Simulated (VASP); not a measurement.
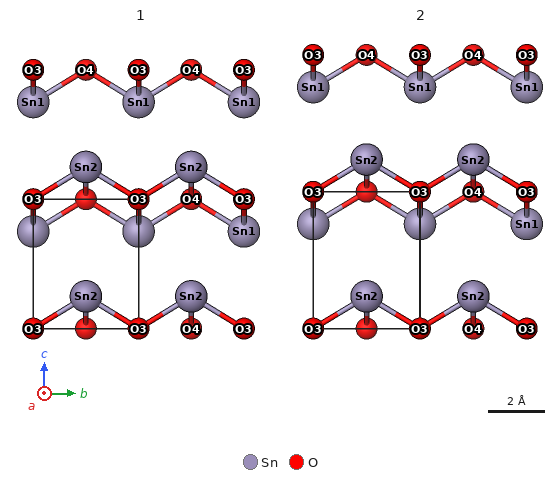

Two geometries of crystalline SnO (set up in P4/nmm), drawn at one scale. One is the start of a relaxation, the other its converged end. Style: ball-and-stick. Shown: the cell of the calculation, repeated 1 × 2 × 2 with one cell outlined, along the a axis.

Level of theory: VASP, Kohn-Sham DFT of a periodic cell, LDA, VASP PAW LDA potentials, recommended. Settings: plane-wave cutoff 600 eV; k-point mesh 6 × 6 × 6; occupations gaussian; smearing width 0.02 eV; no spin polarisation.

> Which of the two is the end point?

Structure 1 is the relaxed one. The run lets cell and atoms move. The energy falls by 11.4 meV per atom in 13 geometry steps. Largest force component: 0.14 eV/Å at the start, 0.0035 eV/Å at the end. The pressure goes from −3.07 to 0.11 GPa. The largest moves relative to the cell, 0.063 Å, are those of Sn1 and Sn2. Sn1 goes along −c. O stays in place. Cell: a = b 3.814 → 3.764 Å (−1.3 %), c 4.887 → 4.621 Å (−5.4 %). Volume −7.9 %. Near-neighbour distances that change, for instance: Sn1–O3 2.227 → 2.206 Å. The space group stays P4/nmm (No. 129).

Limits of the set-up: layers or molecules are held without a dispersion correction, so their spacing is unreliable.
